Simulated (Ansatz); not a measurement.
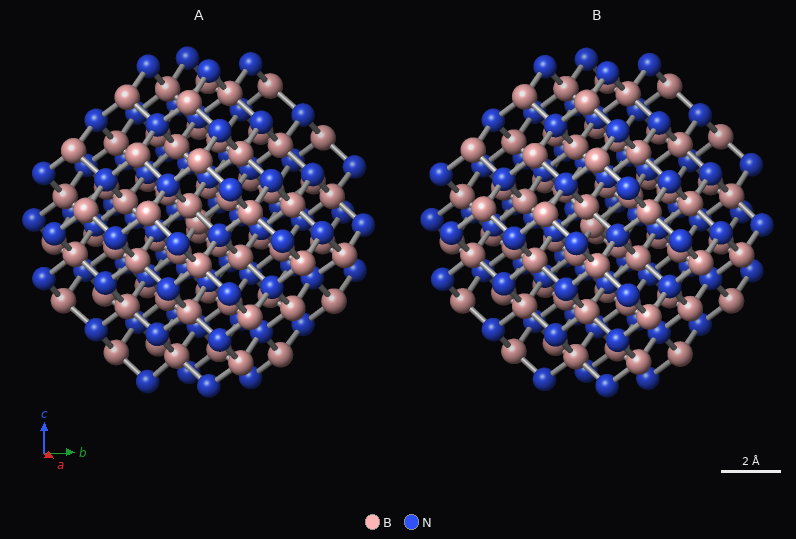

Two geometries of a defect cell of composition B33N31, drawn at one scale. One is the start of a relaxation, the other its converged end. The picture is a ball-and-stick view of the atoms within 5.8 Å of the atom that moves most (axes of the cell of the calculation, reduced to other axes (origin shifted)), seen slightly off an axis. Lengths and directions refer to the drawn axes.

Method: DFT, PBEsol, PAW, plane waves (Ansatz 0.2.0). Settings: plane-wave cutoff 420 eV; k-point mesh 1 × 1 × 1; mesh shifted by (0.25, 0.25, 0.25); no spin polarisation; atoms relaxed in a fixed cell; force threshold 0.03 eV/Å; at most 80 steps.

**Which geometry has the lower energy?**

Structure B is the relaxed one. The atoms of the start lie slightly off their symmetric places, so part of the fall in energy undoes that. Over 10 accepted moves (11 points after the start) the energy falls by 2.716 eV per cell of the calculation. The largest force component goes from 3.3 to 0.017 eV/Å. The line search rejected the trial step at point 2 of the run. The largest move is that of a B atom, 0.22 Å along [−3 −2 −3]. Largest moves by element: B 0.22 Å, N 0.09 Å. The cell doesn't change. Among the contacts that change: B–B 1.548 → 1.937 Å, B–N 1.503 → 1.607 Å, B–N 1.611 → 1.515 Å, B–N 1.626 → 1.550 Å. Among the angles between lasting bonds that change: B–B–N 108.7° → 95.7°, B–B–N 108.1° → 95.9°, B–B–B 109.1° → 99.0°. The run took 6 s on 1 × NVIDIA GB200 with 8 threads of Arm Neoverse-V2, peak memory 1.6 GiB.

Limits of the set-up: the periodic images lie only 7.2 Å apart, so the values are limited by the cell's size.
